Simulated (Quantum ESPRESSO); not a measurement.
## Geometry relaxation, with input and output: NiO (part 4 of 4)

Continued. System: NiO (2 atoms in the cell). Method: Kohn-Sham DFT of a periodic cell, PBE with XDM, JTH 2.0 PBE, spin-polarised (Quantum ESPRESSO 7.5); cutoff 680.28 eV, 4×4×4 k-mesh, fermi-dirac of 0.1 eV, collinear spins. The structure derives from an entry of the Crystallography Open Database.

Geometry of the input (Å; fractional positions):
```
0.0000  2.0859  2.0859
2.0859  0.0000  2.0859
2.0859  2.0859  0.0000
Ni 0.0055  -0.0251  0.0181
O  0.5168  0.5086  0.4568
```

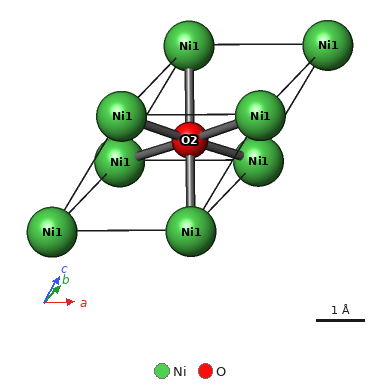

**Figure 1.** The geometry at step 3 of the log (ball-and-stick view of the cell of the calculation, seen at an oblique angle; atoms are numbered from 1 in the order of the input).

What the program printed, continued:
```
   -87.1631 -47.6178 -47.6013 -47.6012  -3.2816   8.6537  11.3286  11.3287
    12.6315  14.7606  14.7627  15.1778  15.7141  21.9321  26.2051  27.8799
    32.3392  32.3393  44.4040  47.1547  48.0186  48.0188

          k =-0.7071 0.3536 0.0000 (   724 PWs)   bands (ev):

   -87.1631 -47.6088 -47.6088 -47.6003  -3.1718   9.4711   9.4713  10.0335
    14.3757  14.3774  14.7617  15.5849  16.3212  24.3303  26.3081  26.3084
    29.1468  37.6944  37.6947  46.0575  47.1387  48.0818

          k =-0.1768-0.1768-0.1768 (   745 PWs)   bands (ev):

   -87.1656 -47.6053 -47.5912 -47.5911  -4.1283   9.4857  11.2073  11.2077
    14.1204  14.1217  14.2825  16.3805  16.3820  19.9275  27.8027  32.0091
    32.0092  36.0274  37.8698  37.8701  43.7035  46.7510

          k =-0.1768 0.1768 0.1768 (   745 PWs)   bands (ev):

   -87.1656 -47.6053 -47.5912 -47.5911  -4.1283   9.4857  11.2073  11.2077
    14.1204  14.1217  14.2825  16.3805  16.3820  19.9275  27.8027  32.0091
    32.0093  36.0274  37.8698  37.8701  43.7035  46.7512

          k = 0.1768-0.1768 0.1768 (   745 PWs)   bands (ev):

   -87.1656 -47.6053 -47.5912 -47.5911  -4.1283   9.4857  11.2073  11.2077
    14.1204  14.1217  14.2825  16.3805  16.3820  19.9275  27.8027  32.0091
    32.0092  36.0274  37.8698  37.8701  43.7035  46.7511

          k = 0.3536 0.3536 0.3536 (   718 PWs)   bands (ev):

   -87.1641 -47.6198 -47.5923 -47.5922  -3.3539   7.3822  10.4063  10.4067
    14.5426  14.5439  14.8974  17.5249  17.5264  21.1167  25.7703  29.6691
    29.6692  36.9720  41.3607  41.3611  42.1751  44.2826

          k = 0.3536-0.3536-0.3536 (   718 PWs)   bands (ev):

   -87.1641 -47.6198 -47.5923 -47.5922  -3.3539   7.3822  10.4063  10.4067
    14.5426  14.5439  14.8974  17.5249  17.5264  21.1167  25.7703  29.6691
    29.6692  36.9720  41.3608  41.3610  42.1751  44.2826

          k =-0.3536 0.3536-0.3536 (   718 PWs)   bands (ev):

   -87.1641 -47.6198 -47.5923 -47.5922  -3.3539   7.3822  10.4063  10.4067
    14.5426  14.5439  14.8974  17.5249  17.5264  21.1167  25.7703  29.6691
    29.6691  36.9720  41.3608  41.3610  42.1751  44.2826

          k = 0.0000 0.3536-0.0000 (   729 PWs)   bands (ev):

   -87.1651 -47.6036 -47.5940 -47.5939  -3.9887   9.3076  11.5969  11.5972
    13.1246  14.7286  14.7304  14.9591  15.8810  21.2261  28.8589  29.1082
    32.1841  32.1843  43.0451  43.2224  44.9291  44.9294

          k =-0.0000 0.0000 0.3536 (   729 PWs)   bands (ev):

   -87.1651 -47.6037 -47.5939 -47.5939  -3.9887   9.3077  11.5969  11.5969
    13.1263  14.7286  14.7286  14.9577  15.8821  21.2262  28.8589  29.1088
    32.1841  32.1842  43.0449  43.2225  44.9291  44.9292

          k = 0.1768 0.5303 0.5303 (   735 PWs)   bands (ev):

   -87.1636 -47.6150 -47.6009 -47.5974  -3.3253   8.4335  10.0176  10.7916
    13.8404  14.6578  14.8266  16.3521  16.3636  23.2025  25.4642  27.2907
    31.1661  34.7692  42.1412  43.9259  44.7026  46.3812

          k = 0.1768-0.5303-0.5303 (   735 PWs)   bands (ev):

   -87.1636 -47.6150 -47.6009 -47.5974  -3.3253   8.4335  10.0176  10.7916
    13.8404  14.6578  14.8266  16.3521  16.3636  23.2025  25.4642  27.2907
    31.1661  34.7692  42.1412  43.9259  44.7026  46.3812

          k =-0.1768 0.5303-0.5303 (   735 PWs)   bands (ev):

   -87.1636 -47.6150 -47.6009 -47.5974  -3.3253   8.4335  10.0176  10.7916
    13.8404  14.6578  14.8266  16.3521  16.3636  23.2025  25.4642  27.2907
    31.1661  34.7692  42.1412  43.9259  44.7026  46.3812

          k =-0.5303-0.1768-0.5303 (   735 PWs)   bands (ev):

   -87.1636 -47.6150 -47.6009 -47.5974  -3.3253   8.4335  10.0176  10.7916
    13.8404  14.6578  14.8266  16.3521  16.3636  23.2025  25.4642  27.2907
    31.1661  34.7692  42.1412  43.9258  44.7025  46.3812

          k = 0.5303 0.1768-0.5303 (   735 PWs)   bands (ev):

   -87.1636 -47.6150 -47.6009 -47.5974  -3.3253   8.4335  10.0176  10.7916
    13.8404  14.6578  14.8266  16.3521  16.3636  23.2025  25.4642  27.2907
    31.1661  34.7692  42.1412  43.9258  44.7025  46.3812

          k =-0.5303 0.1768 0.5303 (   735 PWs)   bands (ev):

   -87.1636 -47.6150 -47.6009 -47.5974  -3.3253   8.4335  10.0176  10.7916
    13.8404  14.6578  14.8266  16.3521  16.3636  23.2025  25.4642  27.2907
    31.1661  34.7692  42.1412  43.9258  44.7025  46.3812

          k = 0.5303-0.1768 0.5303 (   735 PWs)   bands (ev):

   -87.1636 -47.6150 -47.6009 -47.5974  -3.3253   8.4335  10.0176  10.7916
    13.8404  14.6578  14.8266  16.3521  16.3636  23.2025  25.4642  27.2907
    31.1661  34.7692  42.1412  43.9258  44.7025  46.3812

          k = 0.5303 0.5303-0.1768 (   735 PWs)   bands (ev):

   -87.1636 -47.6151 -47.6009 -47.5974  -3.3252   8.4334  10.0178  10.7914
    13.8420  14.6568  14.8257  16.3509  16.3648  23.2025  25.4643  27.2908
    31.1661  34.7694  42.1411  43.9257  44.7026  46.3811

          k =-0.5303 0.5303 0.1768 (   735 PWs)   bands (ev):

   -87.1636 -47.6151 -47.6009 -47.5974  -3.3252   8.4334  10.0178  10.7914
    13.8420  14.6568  14.8257  16.3509  16.3648  23.2025  25.4643  27.2908
    31.1661  34.7695  42.1411  43.9257  44.7026  46.3811

          k = 0.5303-0.5303 0.1768 (   735 PWs)   bands (ev):

   -87.1636 -47.6151 -47.6009 -47.5974  -3.3252   8.4334  10.0178  10.7914
    13.8420  14.6568  14.8257  16.3509  16.3648  23.2025  25.4643  27.2908
    31.1661  34.7694  42.1411  43.9257  44.7026  46.3811

          k =-0.5303-0.5303-0.1768 (   735 PWs)   bands (ev):

   -87.1636 -47.6151 -47.6009 -47.5974  -3.3252   8.4334  10.0178  10.7914
    13.8420  14.6568  14.8257  16.3509  16.3648  23.2025  25.4643  27.2908
    31.1661  34.7694  42.1411  43.9257  44.7026  46.3811

          k =-0.0000 0.3536 0.3536 (   742 PWs)   bands (ev):

   -87.1641 -47.6125 -47.6020 -47.5933  -3.4837   8.4776  10.1368  10.5634
    14.2525  14.6491  14.7924  15.6232  17.4745  22.7075  26.6772  26.6968
    31.0950  37.2144  39.0807  40.9686  44.7806  47.4676

          k =-0.3536-0.0000-0.3536 (   742 PWs)   bands (ev):

   -87.1641 -47.6126 -47.6020 -47.5934  -3.4838   8.4776  10.1368  10.5634
    14.2525  14.6491  14.7924  15.6231  17.4745  22.7075  26.6772  26.6968
    31.0951  37.2144  39.0807  40.9685  44.7806  47.4676

          k = 0.3536-0.0000-0.3536 (   742 PWs)   bands (ev):

   -87.1641 -47.6126 -47.6020 -47.5934  -3.4838   8.4776  10.1368  10.5634
    14.2525  14.6491  14.7924  15.6231  17.4745  22.7075  26.6772  26.6968
    31.0951  37.2144  39.0807  40.9685  44.7806  47.4676

          k = 0.3536 0.3536-0.0000 (   742 PWs)   bands (ev):

   -87.1641 -47.6125 -47.6020 -47.5933  -3.4837   8.4778  10.1366  10.5631
    14.2515  14.6510  14.7916  15.6245  17.4733  22.7076  26.6772  26.6966
    31.0951  37.2142  39.0810  40.9685  44.7806  47.4677

          k =-0.3536 0.3536-0.0000 (   742 PWs)   bands (ev):

   -87.1641 -47.6125 -47.6020 -47.5933  -3.4837   8.4778  10.1366  10.5631
    14.2515  14.6510  14.7916  15.6245  17.4733  22.7076  26.6772  26.6966
    31.0951  37.2142  39.0810  40.9685  44.7806  47.4678

          k =-0.0000-0.7071 0.0000 (   740 PWs)   bands (ev):

   -87.1631 -47.6178 -47.6013 -47.6013  -3.2816   8.6537  11.3286  11.3287
    12.6315  14.7607  14.7627  15.1779  15.7141  21.9321  26.2051  27.8799
    32.3392  32.3393  44.4039  47.1547  48.0186  48.0188

          k = 0.0000-0.0000-0.7071 (   740 PWs)   bands (ev):

   -87.1631 -47.6179 -47.6013 -47.6012  -3.2816   8.6536  11.3286  11.3287
    12.6331  14.7606  14.7607  15.1764  15.7155  21.9321  26.2050  27.8807
    32.3393  32.3393  44.4042  47.1547  48.0186  48.0187

          k = 0.3536-0.7071 0.0000 (   724 PWs)   bands (ev):

   -87.1631 -47.6088 -47.6087 -47.6003  -3.1718   9.4711   9.4713  10.0335
    14.3757  14.3774  14.7617  15.5849  16.3211  24.3303  26.3081  26.3084
    29.1469  37.6944  37.6946  46.0575  47.1386  48.0818

          k = 0.7071-0.0000 0.3536 (   724 PWs)   bands (ev):

   -87.1631 -47.6088 -47.6087 -47.6003  -3.1718   9.4711   9.4712  10.0336
    14.3757  14.3757  14.7638  15.5835  16.3225  24.3303  26.3082  26.3082
    29.1467  37.6944  37.6945  46.0572  47.1388  48.0818

     the Fermi energy is    15.5575 ev

* XDM dispersion
  a1 =     0.327500
  a2 (ang) =     2.767300
  a2 (bohr) =     5.229439

+ van der Waals energies, forces and stresses (Ry,bohr)
  Evdw(total,Ry)   =  -5.023045481732E-02
  Evdw(C6,Ry)      =  -2.568192811586E-02
  Evdw(C8,Ry)      =  -1.387732018198E-02
  Evdw(C10,Ry)     =  -1.067120651947E-02
  Fvdw (001,Ry/bohr) =   2.472013038492E-07  -1.686298383689E-07   6.549674931150E-09
  Fvdw (002,Ry/bohr) =  -2.472013038271E-07   1.686298383629E-07  -6.549674934757E-09
  sigma_vdw (Ry/bohr**3) =  -4.002596329843E-04  -2.071337998982E-10  -1.973122643312E-10
                            -2.071337998982E-10  -4.002596271187E-04  -1.979194373125E-10
                            -1.973122643312E-10  -1.979194373125E-10  -4.002596220122E-04
  sigma_vdw (GPa) =  -5.888022472357E+00  -3.047043389043E-06  -2.902563613002E-06
                     -3.047043389043E-06  -5.888022386072E+00  -2.911495435909E-06
                     -2.902563613002E-06  -2.911495435909E-06  -5.888022310952E+00

!    total energy              =    -470.78038227 Ry
     total all-electron energy =      -470.780382 Ry
     estimated scf accuracy    <          1.7E-13 Ry
     smearing contrib. (-TS)   =      -0.00238632 Ry
     internal energy E=F+TS    =    -470.77799595 Ry

     The total energy is F=E-TS. E is the sum of the following terms:
     one-electron contribution =    -211.04978062 Ry
     hartree contribution      =      95.01420272 Ry
     xc contribution           =     -37.62542441 Ry
     ewald contribution        =    -239.22329411 Ry
     Dispersion XDM Correction =      -0.05023045 Ry
     one-center paw contrib.   =     -77.84346908 Ry

     total magnetization       =     1.43 Bohr mag/cell
     absolute magnetization    =     1.43 Bohr mag/cell

     convergence has been achieved in   7 iterations

     Forces acting on atoms (cartesian axes, Ry/au):

     atom    1 type  1   force =    -0.00016863    0.00010351   -0.00000226
     atom    2 type  2   force =     0.00016863   -0.00010351    0.00000226

     Total force =     0.000280     Total SCF correction =     0.000002
     Energy error            =      1.9E-07 Ry
     Gradient error          =      1.7E-04 Ry/Bohr

     bfgs converged in   6 scf cycles and   5 bfgs steps
     (criteria: energy <  1.0E-05 Ry, force <  4.0E-04 Ry/Bohr)

     End of BFGS Geometry Optimization

     Final energy             =    -470.7803822688 Ry

     File ./tmp/pwscf.bfgs deleted, as requested
Begin final coordinates

ATOMIC_POSITIONS (crystal)
Ni               0.0109793051       -0.0080390504       -0.0125414492
O                0.5113096949        0.4916200504        0.4874004492
End final coordinates

=------------------------------------------------------------------------------=
   JOB DONE.
=------------------------------------------------------------------------------=
```

Trajectory as extended XYZ (Å, eV, eV/Å), 6 frames, from step=0 to step=5:
```
2
Lattice="0.0000 2.0859 2.0859 2.0859 0.0000 2.0859 2.0859 2.0859 0.0000" Properties=species:S:1:pos:R:3:forces:R:3 step=0 energy=-6405.23831
Ni   -0.0145    0.0492   -0.0408   -0.2456  -0.5129   0.4445
O     2.0137    2.0308    2.1390    0.2456   0.5129  -0.4445
2
Lattice="0.0000 2.0859 2.0859 2.0859 0.0000 2.0859 2.0859 2.0859 0.0000" Properties=species:S:1:pos:R:3:forces:R:3 step=1 energy=-6405.25778
Ni   -0.0196    0.0386   -0.0317   -0.2146  -0.4081   0.3634
O     2.0188    2.0414    2.1298    0.2146   0.4081  -0.3634
2
Lattice="0.0000 2.0859 2.0859 2.0859 0.0000 2.0859 2.0859 2.0859 0.0000" Properties=species:S:1:pos:R:3:forces:R:3 step=2 energy=-6405.27438
Ni   -0.0256    0.0272   -0.0216   -0.1655  -0.2923   0.2655
O     2.0248    2.0527    2.1197    0.1655   0.2923  -0.2655
2
Lattice="0.0000 2.0859 2.0859 2.0859 0.0000 2.0859 2.0859 2.0859 0.0000" Properties=species:S:1:pos:R:3:forces:R:3 step=3 energy=-6405.28954
Ni   -0.0349    0.0104   -0.0064   -0.0803  -0.1272   0.1189
O     2.0341    2.0695    2.1045    0.0803   0.1272  -0.1189
2
Lattice="0.0000 2.0859 2.0859 2.0859 0.0000 2.0859 2.0859 2.0859 0.0000" Properties=species:S:1:pos:R:3:forces:R:3 step=4 energy=-6405.29341
Ni   -0.0427   -0.0031    0.0059   -0.0068   0.0009   0.0021
O     2.0419    2.0830    2.0922    0.0068  -0.0009  -0.0021
2
Lattice="0.0000 2.0859 2.0859 2.0859 0.0000 2.0859 2.0859 2.0859 0.0000" Properties=species:S:1:pos:R:3:forces:R:3 step=5 energy=-6405.29341
Ni   -0.0429   -0.0033    0.0061   -0.0043   0.0027  -0.0001
O     2.0421    2.0832    2.0920    0.0043  -0.0027   0.0001
```

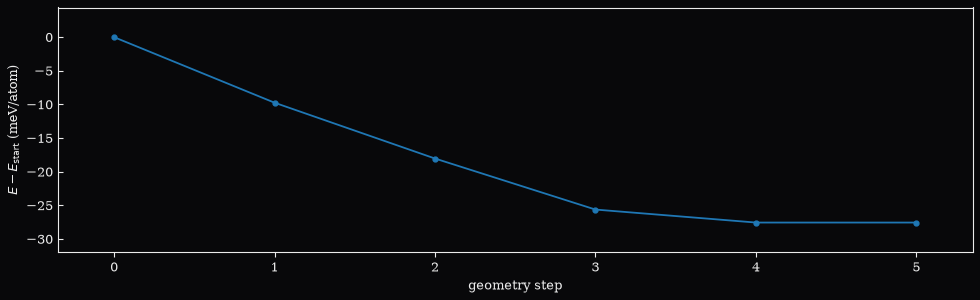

**Figure 2.** Progress of the relaxation, step by step (steps are counted from 0).

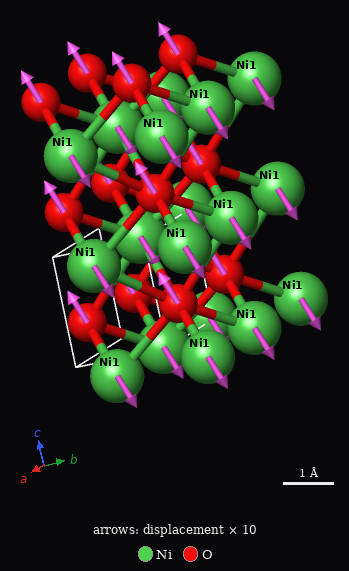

**Figure 3.** The starting structure with the displacements as pink arrows, magnified 10 times (ball-and-stick view of the cell of the calculation, repeated 2 × 2 × 3, seen slightly off an axis). The largest moves, 0.076 Å, are those of Ni1 and O2. By element the largest moves are Ni 0.076 Å, O 0.076 Å. The cell doesn't change. Distances before and after: Ni1–O2 2.193 → 2.085 Å. Among the angles that change: O2–Ni1–O2 172.3° → 180.0°, Ni1–O2–Ni1 172.3° → 180.0°, O2–Ni1–O2 173.5° → 179.9°. The space group (tolerance 0.01 Å) goes from P1 (No. 1) to Fm-3m (No. 225). After 5 geometry steps the energy has fallen by 27.6 meV per atom. The largest force component goes from 0.51 to 0.0043 eV/Å. (Atoms are counted from 1 in the order of the input.)

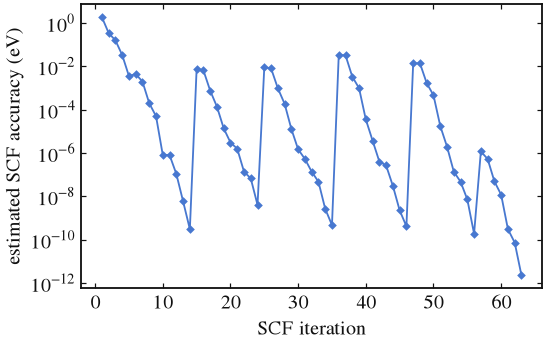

**Figure 4.** Convergence of the self-consistent field: estimated SCF accuracy against the iteration. The field takes 63 iterations in all.

Summary:

```tsv
quantity	value
outcome	converged
space group (tolerance 0.01 Å)	P1 (1) → Fm-3m (225)
electrons treated	24
free energy	−6405.2934 eV
Fermi energy	15.557 eV
gap on the k-point mesh	none (metallic)
net moment of the cell	1.43 μB
integrated absolute moment	1.43 μB
final volume	18.15 Å³
largest force (length of the vector) at the end	0.005 eV/Å
final cell	a = 2.950 Å, b = 2.950 Å, c = 2.950 Å, α = 60.00°, β = 60.00°, γ = 60.00°
wall time	1.9 min
peak memory	0.12 GiB
```

Remarks:

Points of doubt noted for this run: coarse mesh. The k-point mesh is coarse for a cell of this size, so the results may not be converged.
